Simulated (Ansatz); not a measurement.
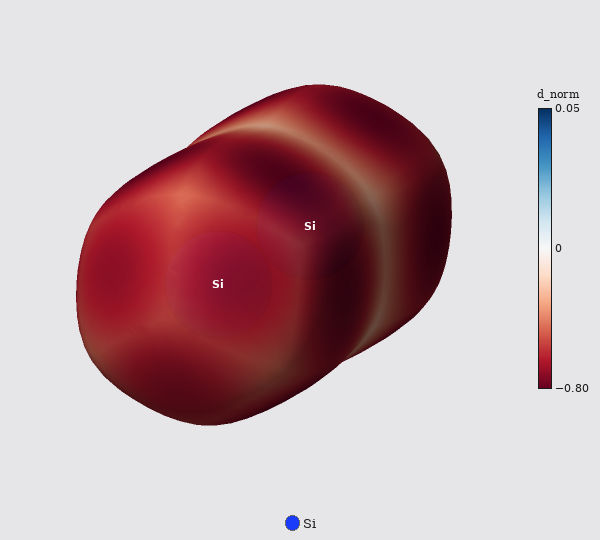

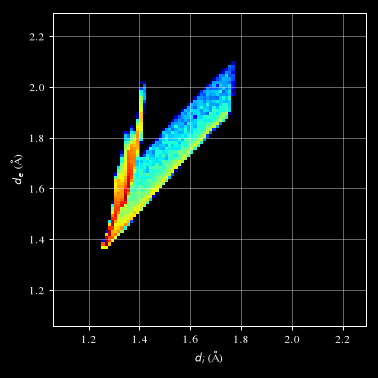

Hirshfeld surface computed for the Si2 molecule in Si (R-3m), coloured by d_norm. The second picture is its fingerprint plot, coloured by area on a logarithmic scale (blue little, red much).

The surface is where the fragment's share of the procrystal density (the sum of the densities of spherically averaged neutral Hartree-Fock atoms) equals one half. d_i and d_e are the distances from the surface to the nearest nucleus inside and outside; d_norm adds both, each measured against its van der Waals radius (Alvarez: Si 2.19 Å), so red marks contacts shorter than the sum of radii, white equal and blue longer.

The cell is taken from the geometry relaxed with DFT PBE, scalar-relativistic, plane waves, PAW (Ansatz 0.2.0).

```yaml
crystal:
  lattice:
    - [2.63402, 0.00000, 0.00000]
    - [-1.31701, 2.28113, 0.00000]
    - [0.00000, 0.00000, 14.82885]
  atoms:
    - { symbol: Si, position: [0.33333, 0.66667, 0.75148] }
    - { symbol: Si, position: [0.00000, 0.00000, 0.91519] }
    - { symbol: Si, position: [0.00000, 0.00000, 0.08481] }
    - { symbol: Si, position: [0.66667, 0.33333, 0.24852] }
    - { symbol: Si, position: [0.66667, 0.33333, 0.41815] }
    - { symbol: Si, position: [0.33333, 0.66667, 0.58185] }
```

**Which contact with the surroundings is the closest relative to the atoms' sizes?**

Si···Si at 2.63 Å, 60 % of the sum of the van der Waals radii.

**How is the surface shared among contacts (both directions of a pair summed)?**

Si···Si 100 %.

**Give the size and shape of the surface.**

It encloses about 22.8 Å³, has an area of about 43 Å² and a globularity of 0.91 (1 for a sphere).

**Where does the fingerprint reach closest to the origin?**

The smallest d_i + d_e is about 2.6 Å, which belongs to the shortest contact, Si···Si at 2.63 Å; d_e runs from 1.37 to 2.08 Å.
